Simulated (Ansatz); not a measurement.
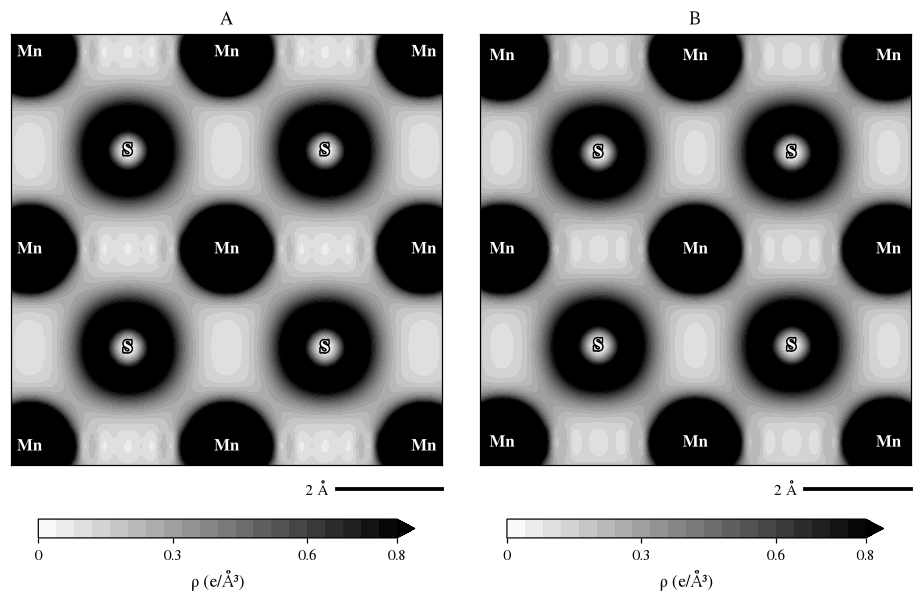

MnS. The valence electron density of two cells that differ in size, on the (101) plane of each (indices in the axes of the calculation cell), at one length scale and on one colour scale; one has 17.3 and the other 18.4 Å³ an atom.

All numbers below come from Kohn-Sham DFT of a periodic cell, PBE, PseudoDojo stringent in Ansatz.

In a pseudopotential calculation such maps are meaningful between the atoms, not at the nuclei.

The larger cell:

```
Mn S
1.0
     0.00000    2.63877    2.63877
     2.63877    0.00000    2.63877
     2.63877    2.63877    0.00000
Mn S
1 1
Direct
  0.00000 0.00000 0.00000
  0.50000 0.50000 0.50000
```

The smaller cell: a = 3.659 Å, b = 3.659 Å, c = 3.659 Å, α = 60.00°, β = 60.00°, γ = 60.00°.

**Which is the denser cell? Describe the effect of the change.**

Panel B is the smaller cell, by 6 % in volume. From the larger cell to the smaller, Mn–S goes from 2.64 to 2.59 Å, and the density at its midpoint from 0.3 to 0.32 e/Å³; the pressure goes from −4.7 to −1.7 GPa; the largest moment (Mn) goes from 4.3 to 4.2 μB.
